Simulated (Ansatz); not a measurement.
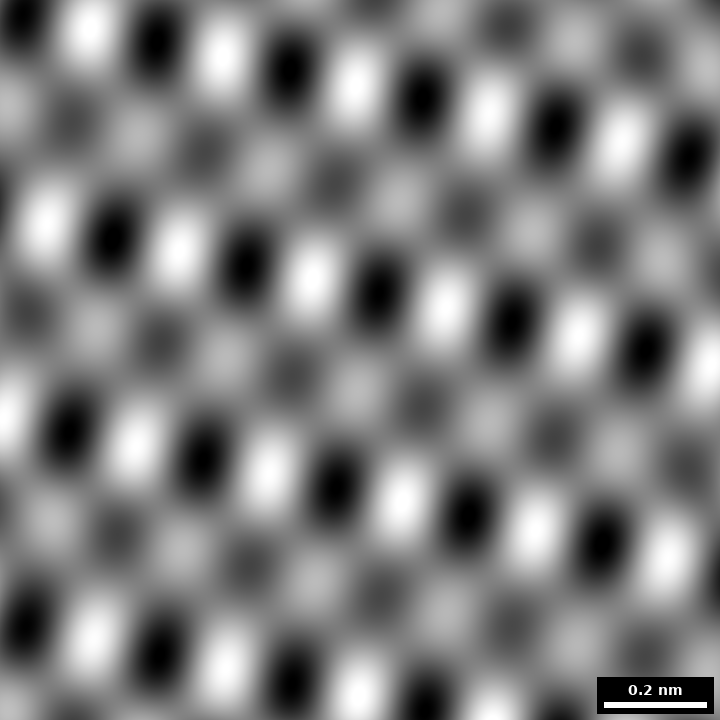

Phase-contrast TEM-like image of Pd (P6/mmm, No. 191). Simulated in the weak-phase-object approximation with neutral-atom potentials: 300 kV, Cs = 0.50 mm, defocus −376 Å (negative is underfocus), defocus spread 30 Å, aperture 0.61 1/Å. Structure: the end point of a relaxation with DFT, PBE, plane waves (420 eV) with PAW, scalar-relativistic (Ansatz); the starting structure was generated, so it need not be a known form of this composition.

```
Pd
1.0
     4.50431    0.00000    0.00000
    -2.25215    3.90084    0.00000
     0.00000    0.00000    2.68016
Pd
3
Direct
  0.00000 0.00000 0.00000
  0.33333 0.66667 0.50000
  0.66667 0.33333 0.50000
```

Q: Along which zone axis is the crystal seen: [101], [001], [102] or [100]? (Directions equivalent by symmetry count as one.)

A: [100]. The projected cells are 2.30 × 4.07 Å, 106° for [101]; 2.60 × 2.60 Å, 120° for [001]; 1.72 × 3.90 Å, 90° for [102]; 2.68 × 3.90 Å, 90° for [100], and the image repeats as the [100] one does.
